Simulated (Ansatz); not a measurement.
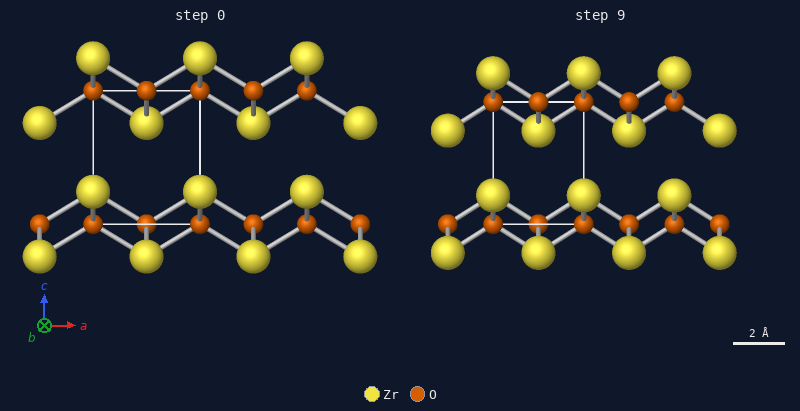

The structure of a crystal of ZrO (a generated structure, set up in P4/nmm) (coarse preliminary run) before (left) and after (right) a relaxation, at one scale.

The picture is a ball-and-stick view of the cell of the calculation, repeated 2 × 1 × 1 with one cell outlined, seen along the b axis.

Case: Sn → Zr on all its sites, cell and atoms relaxed.

Method: Ansatz 0.2.0, DFT PBEsol, scalar-relativistic, plane waves, PAW.

Input file:
```yaml
crystal:
  lattice:
    - [4.229319173, 0.0, 0.0]
    - [0.0, 4.229319173, 0.0]
    - [0.0, 0.0, 5.283108072]
  atoms:
    - { symbol: Zr, position: [0.0, 0.5, 0.2423994222] }
    - { symbol: Zr, position: [0.5, 0.0, 0.7576005778] }
    - { symbol: O, position: [0.5, 0.5, 0.0] }
    - { symbol: O, position: [0.0, 0.0, 0.0] }
basis:
  ecutwfc: 420
kpoints:
  mp_grid: { grid: [6, 6, 4] }
hamiltonian:
  xc: pbesol
scf:
  occupations: { method: gaussian, width: 0.1 }
output:
  forces: true
  stress: true
  eigenvalues: true
relax:
  adjacent_minimum: "off"
  f_tol: 0.05
  max_steps: 60
  cell: { stress_tol: 0.5 }
```

Launched with:
```bash
ansatz run input.yaml --threads 1 --pin off --max-ram 2560MiB --backend cpu --events-out ev --progress --plain --runs-dir out
```

Describe what moved and what it gained.

Over 7 accepted moves (9 points after the start) the energy falls by 1201 meV per atom. Largest force component: 3.7 eV/Å at the start, 0.00029 eV/Å at the end. Pressure: −29.96 GPa at the start and −0.02 GPa at the end. At 2 points the geometry stayed and the basis and grid were re-selected for the new cell (energy shift of 3.0 meV per atom at most each time). The largest moves relative to the cell, 0.035 Å, are those of Zr1 and Zr2. Zr2 goes along +c. O stays in place. The drawn cell changes as follows: a = b 4.229 → 3.587 Å (−15.2 %), c 5.283 → 4.835 Å (−8.5 %); the volume changes by −34.2 %. Near-neighbour distances that change, for instance: Zr1–Zr2 3.937 → 3.406 Å, Zr1–O3 2.472 → 2.123 Å. Among the angles between lasting bonds that change: O3–Zr1–O3 117.6° → 115.3°, Zr1–O3–Zr1 117.6° → 115.3°. The space group stays P4/nmm (No. 129). Cost: 48 s on 1 thread of Intel(R) Xeon(R) Platinum 8259CL CPU @ 2.50GHz (Skylake/Cascade Lake), with other jobs on the host, peak memory 0.44 GiB.

Limits of the set-up: layers or molecules are held without a dispersion correction, so their spacing is unreliable.
